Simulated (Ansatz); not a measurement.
A series of calculations on SiO₂

## 1. Relaxation

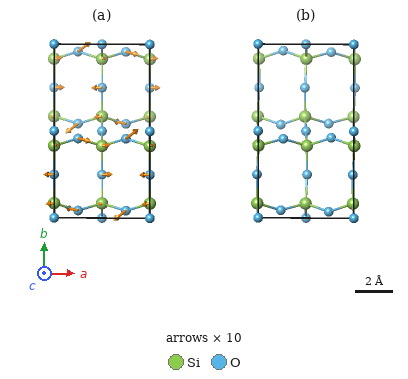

The structure of crystalline SiO2 (set up in P-1) before (left) and after (right) a relaxation, at one scale. The orange arrows give the displacements, 10 times their true length.

The picture is a ball-and-stick view of the larger cell on standard axes (2 times the calculation's cell), seen along the c axis.

Case: strain along c alone, the other axes held, atoms relaxed: -1.0 %.

All numbers below come from Ansatz, DFT r2SCAN, scalar-relativistic, plane waves, PAW. Settings: plane-wave cutoff 500 eV; k-point mesh 6 × 6 × 6; occupations gaussian; smearing width 0.02 eV; no spin polarisation; atoms relaxed in a fixed cell; force threshold 0.008 eV/Å; at most 40 steps.

Describe what moved and what it gained.

Answer. The largest moves, 0.10 Å, are those of O atoms. By element the largest moves are O 0.10 Å, Si 0.05 Å. The cell stays as it was. Some distances before and after: O–Si 1.602 → 1.610 Å, O–Si 1.585 → 1.592 Å. Bond angles that change, for instance: Si–O–Si 151.4° → 147.7°. The space group stays P-1 (No. 2). Over 7 accepted moves (8 points after the start) the energy falls by 0.9 meV per atom. The largest force component goes from 0.31 to 0.0014 eV/Å. The line search rejected the trial step at point 4 of the run. The forces were under the threshold at step 5, but the run went on from there. The run took 3.1 min on 2 threads of AMD EPYC 9R45 (Zen 5), on a shared host, peak memory 1.7 GiB.

## 2. Relaxation

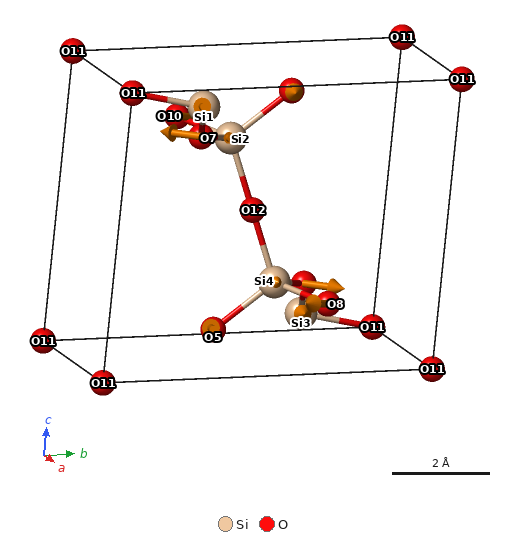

This is a relaxation of solid SiO₂ (set up in P-1). The starting structure is drawn; orange arrows show the displacements, magnified 10 times.

The picture is a ball-and-stick view of the cell of the calculation, reduced to other axes, seen slightly off an axis. Lengths and directions refer to the drawn axes.

Case: strain along c alone, the other axes held, atoms relaxed: -2.0 %.

Theory: DFT r2SCAN, scalar-relativistic, plane waves, PAW (Ansatz). Settings: plane-wave cutoff 500 eV; k-point mesh 6 × 6 × 6; occupations gaussian; smearing width 0.02 eV; no spin polarisation; atoms relaxed in a fixed cell; force threshold 0.008 eV/Å; at most 40 steps.

Which element moves most?

Oxygen: up to 0.10 Å, against 0.05 Å for silicon.

Describe the change and its energy.

The energy falls by 1.2 meV per atom in 4 geometry steps. Largest force component: 0.31 eV/Å at the start, 0.0047 eV/Å at the end. The largest moves, 0.10 Å, are those of O atoms. Largest moves by element: O 0.10 Å, Si 0.05 Å. The cell doesn't change. Some distances before and after: O–Si 1.596 → 1.605 Å, O–Si 1.580 → 1.588 Å. Among the angles between lasting bonds that change: Si–O–Si 147.9° → 143.9°. The space group stays P-1 (No. 2). Cost: 100 s on 2 threads of AMD EPYC 9R45 (Zen 5) (shared host), peak memory 1.7 GiB.

## 3. Series

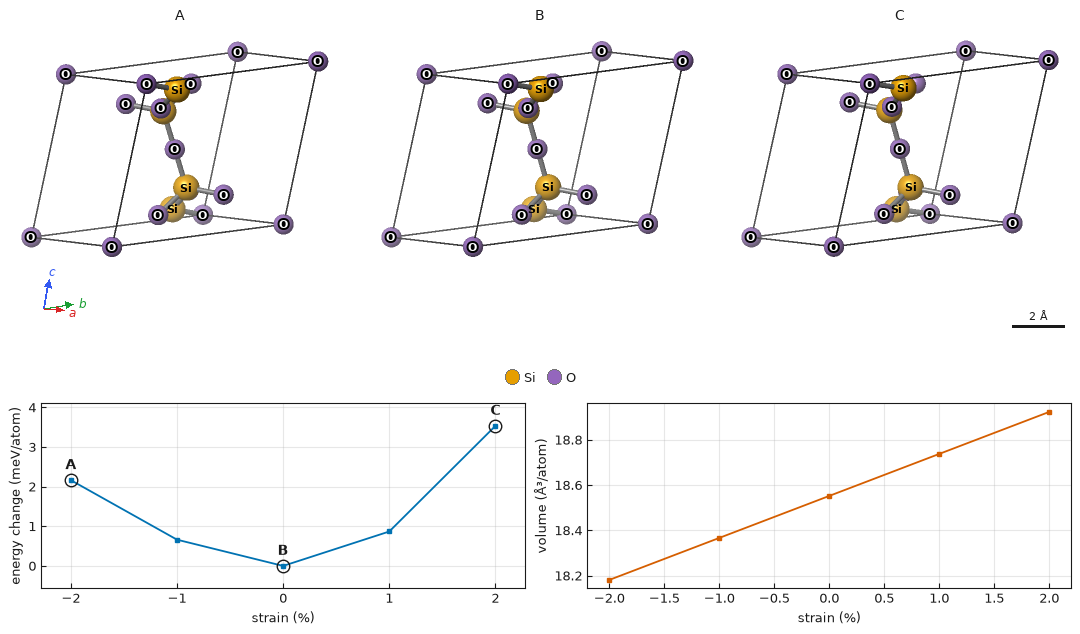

Members of a series of calculations on solid SiO$_{2}$ (set up in Imma), marked on the first curve. The picture is a ball-and-stick view of the cell of the calculation, reduced to other axes, seen from a free direction. Lengths and directions refer to the drawn axes.

Computed with Ansatz 0.2.0, DFT r2SCAN, scalar-relativistic, plane waves, PAW. Settings: plane-wave cutoff 500 eV; k-point mesh 6 × 6 × 6; occupations gaussian; smearing width 0.02 eV; no spin polarisation.

**Which kind of strain is it, and how does the structure respond?**

Strain along c alone, the other axes held, atoms relaxed. A (strain −2.0 %): energy change 2.2 meV/atom, volume 18.18 Å³ per atom. B (strain 0.0 %): energy change 0.0 meV/atom, volume 18.55 Å³ per atom. C (strain 2.0 %): energy change 3.5 meV/atom, volume 18.92 Å³ per atom. The rest compares A with C. Cell: a 5.233 → 5.262 Å (+0.6 %), b 6.890 → 7.171 Å (+4.1 %), c 7.024 → 7.036 Å (+0.2 %), α 78.6° → 78.2°, β 68.2° → 68.0°, γ 68.5° → 67.7°. Volume +4.1 %. Some distances before and after: O–Si 1.591 → 1.605 to 1.613 Å, O–Si 1.607 → 1.615 to 1.619 Å.
